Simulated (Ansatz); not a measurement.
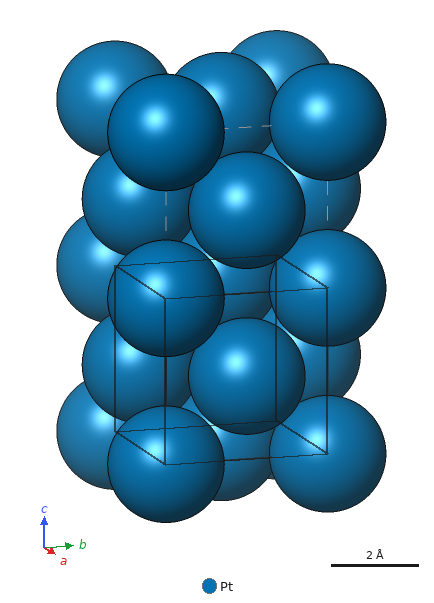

Shown here is a space-filling view of the crystal, taken slightly off an axis. The conventional unit cell (solid box) is repeated to 1×1×2 cells.

Pt, space group Fm-3m (No. 225), a = 3.92 Å, b = 3.92 Å, c = 3.92 Å, α = 90.00°, β = 90.00°, γ = 90.00°.

Method used: DFT r2SCAN, scalar-relativistic, plane waves, PAW in Ansatz. It ran with a kinetic-energy cutoff of 500 eV, k-points about 0.20 Å⁻¹ apart, Gaussian smearing of 0.05 eV, no spin polarisation.

Question: Is it conducting or gapped at this level?

Answer: A metal: bands cross the Fermi level.

Question: Under what pressure is the structure?

Answer: The computed pressure is 4.1 GPa (compressed: it would expand).

The initial geometry was the standard structure of this element. Earlier steps of the study, as a rule a relaxation of our own, may have changed the cell and positions, so they can lie some per cent off the listed ones. It was the input of a calculation with Ansatz.

At this level of theory the run's own cell isn't at rest (compressed, at 4 GPa), so its distances can differ from those at equilibrium, the more so the softer the solid.
